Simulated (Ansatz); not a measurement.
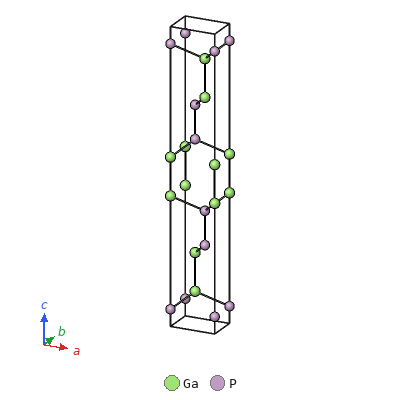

GaP, space group R-3m:H (No. 166), a = 3.886 Å, b = 3.886 Å, c = 19.292 Å, α = 90.00°, β = 90.00°, γ = 120.00°

```tsv
site	Wyckoff	x	y	z
Ga	6c	0.6667	0.3333	0.7687
P	6c	0.3333	0.6667	0.7241
```

The structure is the input geometry of an electronic-structure calculation and need not be at equilibrium.

Q: How is the cell volume shared among the sites in a plain Voronoi partition?

A:
```json
{"site": "Ga", "faces above 1 % of the sphere": "10", "volume (Å³)": "21.82", "solid angle by neighbour (%)": "P 70 Ga 30"}
{"site": "P", "faces above 1 % of the sphere": "10", "volume (Å³)": "20.23", "solid angle by neighbour (%)": "Ga 70 P 30"}
```

Weighted by multiplicity the volumes add up to the cell volume, 252.3 Å³.

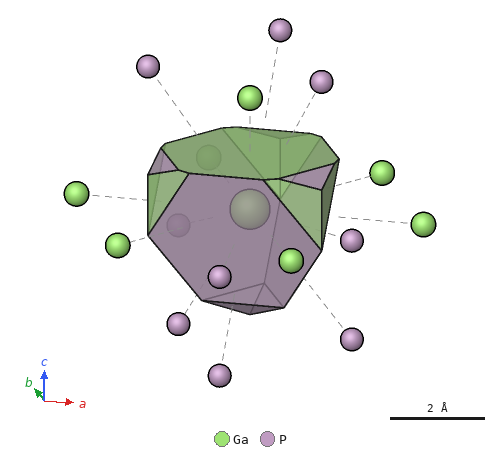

The computed Voronoi cell of Ga, with the neighbours that bound it.
